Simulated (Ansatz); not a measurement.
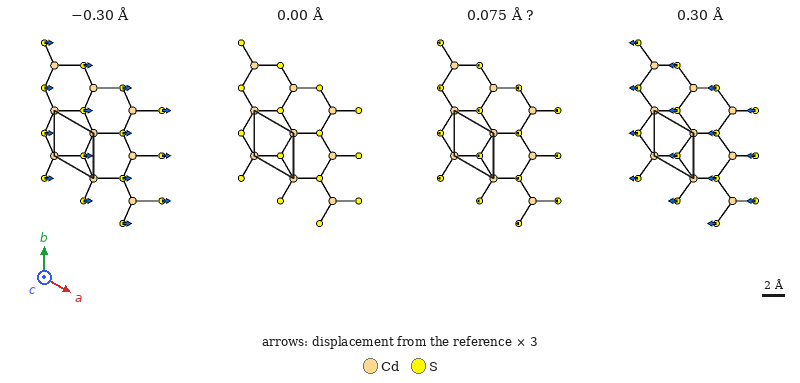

Energy scan for solid CdS (P3m1), in which the whole S sublattice is shifted rigidly, towards the nearest copy of atom 1 (Cd) at 2.461 Å, all else fixed. The picture is a ball-and-stick view of the cell of the calculation, repeated 2 × 2 × 1 with one cell outlined, seen along the c axis. Blue arrows: displacements from the reference.

These are results of DFT LDA, scalar-relativistic, plane waves, PAW (Ansatz), not measurements. Settings: plane-wave cutoff 420 eV; k-point mesh 9 × 9 × 6; occupations gaussian; smearing width 0.05 eV; no spin polarisation. Energies (free energies at the smearing named) are counted from the cell as listed in its source, which wasn't relaxed.

| displacement (Å) | ΔE (meV/cell) |
| --- | --- |
| −0.300 | 212 |
| −0.150 | 62 |
| 0.000 | 0 |
| 0.075 | ? |
| 0.225 | 227 |
| 0.300 | 449 |

One row is withheld. What is its energy?

Answer. A straight line between the two neighbours gives 76 meV/cell. A cubic through the four nearest rows (−0.150, 0.000, 0.225, 0.300) gives, with Lagrange weights, (−0.1000)(62) + (0.7500)(0) + (0.6000)(227) + (−0.2500)(449) = 18 meV/cell. The calculation gives 21 meV/cell, so the cubic is 3 meV/cell too low and the straight line 55 meV/cell too high, as the curve bends upwards here.

The whole profile:

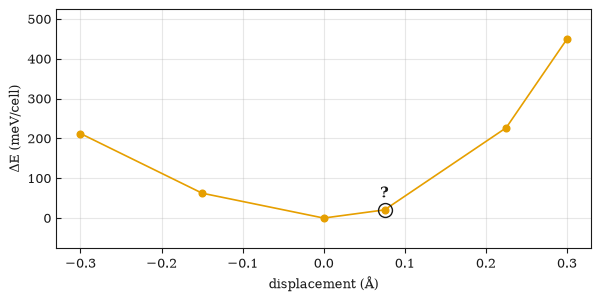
